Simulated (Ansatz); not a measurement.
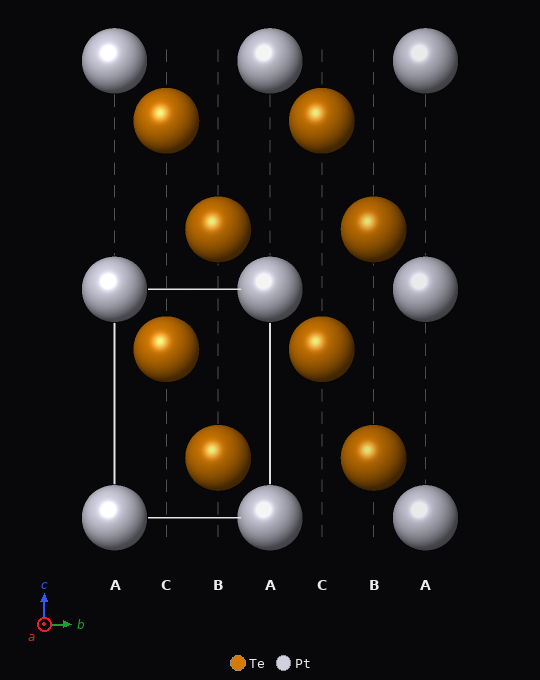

Projection along an edge of the hexagonal mesh, stacking direction c upwards. The dashed lines mark the three columns A (0, 0), B (1/3, 2/3) and C (2/3, 1/3). The sequence starts with the first layer at or above the cell's origin.

Te2Pt: coordinates from a relaxation with DFT PBEsol, scalar-relativistic, plane waves, PAW (Ansatz 0.2.0).

### Read off the stacking sequence over one period.

Pt(A) – Te(B) – Te(C) (three layers in 5.14 Å).

### How are the Te layers alone stacked?

Te layers alone: BC, the hexagonal type.

### Which positions between or in the Te layers do the other atoms fill?

Pt: one octahedral site (per hexagonal cell). One of the two gaps between Te layers is empty, 2.45 Å wide.

### What short polytype symbol fits?

Polytype symbol 1T, the symbol of a layered MX2 polytype (number of slabs in the repeat and lattice).
